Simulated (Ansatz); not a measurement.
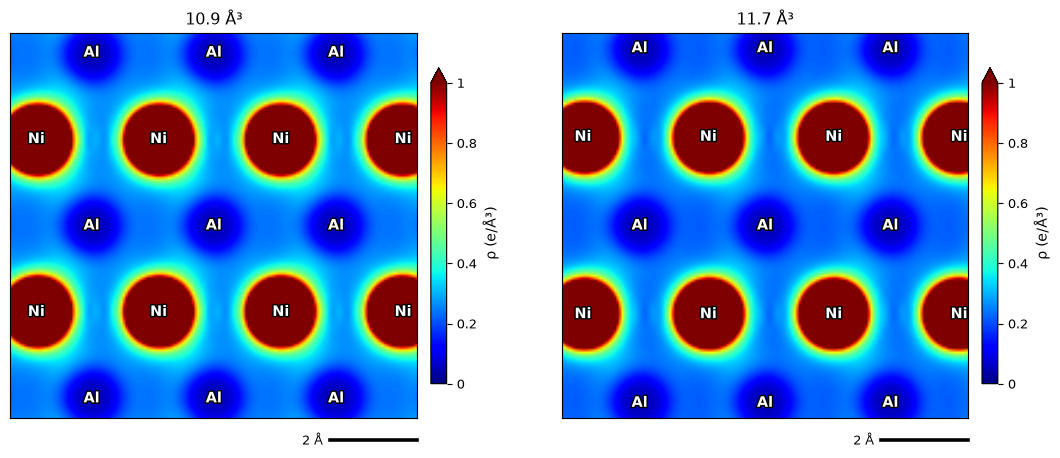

AlNi. The valence electron density of cells scaled evenly to different volumes (given per atom above each panel), on the (110) plane of each (indices in the axes of the cell below), at one length scale and on one colour scale.

Computed without spin polarisation; PAW files of the earlier set (soft_1).

These are results of Ansatz 0.2.0, DFT PBEsol, scalar-relativistic, plane waves, PAW, not measurements.

The largest cell:

```
Al Ni
1.0
     2.86182    0.00000    0.00000
     0.00000    2.86182    0.00000
     0.00000    0.00000    2.86182
Al Ni
1 1
Direct
  0.00000 0.00000 0.96680
  0.50000 0.50000 0.51526
```

| volume (Å³/atom) | Al–Ni contact in the plane (Å) | ρ at its midpoint (e/Å³) | pressure (GPa) | 
| --- | --- | --- | --- |
| 10.86 | 2.341 | 0.380 | 17.1 | 
| 11.14 | 2.361 | ? | ? | 
| 11.72 | 2.401 | 0.345 | 1.3 | 

> What values belong in the row with question marks?

Over the known rows ln ρ falls by 1.61 per Å of Al–Ni distance (the line through the two), which gives 0.368 e/Å³ at 2.361 Å; the calculation gives 0.368 e/Å³. For the pressure, a straight line in volume between the neighbouring rows gives 12.0 GPa; the calculation gives 11.3, lower because pressure rises ever faster on compression.
